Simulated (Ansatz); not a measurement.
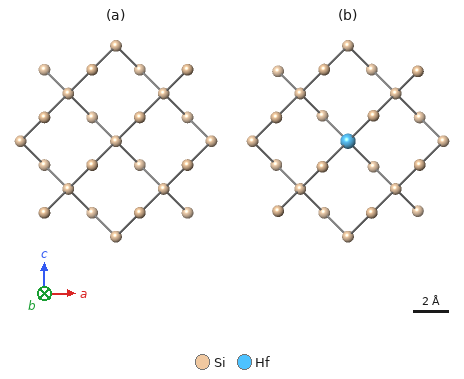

Left: perfect Si. Right: the same region with one point defect, after relaxing the atoms in a supercell of 16 sites. A ball-and-stick model of the atoms within 6.0 Å of one point, in a slice 4.2 Å thick across the line of sight, seen along the b axis.

Level of theory: Ansatz 0.2.0, DFT PBE, scalar-relativistic, plane waves, PAW. (plane-wave cutoff 420 eV; k-point mesh 4 × 4 × 4; occupations gaussian; smearing width 0.01 eV; no spin polarisation) The cell is small and the k-mesh coarse, so the numbers are rough. The axes drawn are those of the host's conventional cell.

> What kind of defect was made?

A silicon atom is replaced by hafnium.

The charge state of the cell is 0.

> What does the relaxation do around it?

In the host the Si atom has 4 Si at 2.37 Å; the Hf atom ends with 4 Si at 2.53 Å. Of the host's atoms, a silicon atom moves furthest from its site, by 0.17 Å. Relaxing the atoms from the host's sites lowers the energy by 1.02 eV. At a tolerance of 0.02 Å the relaxed supercell has space group F-43m.
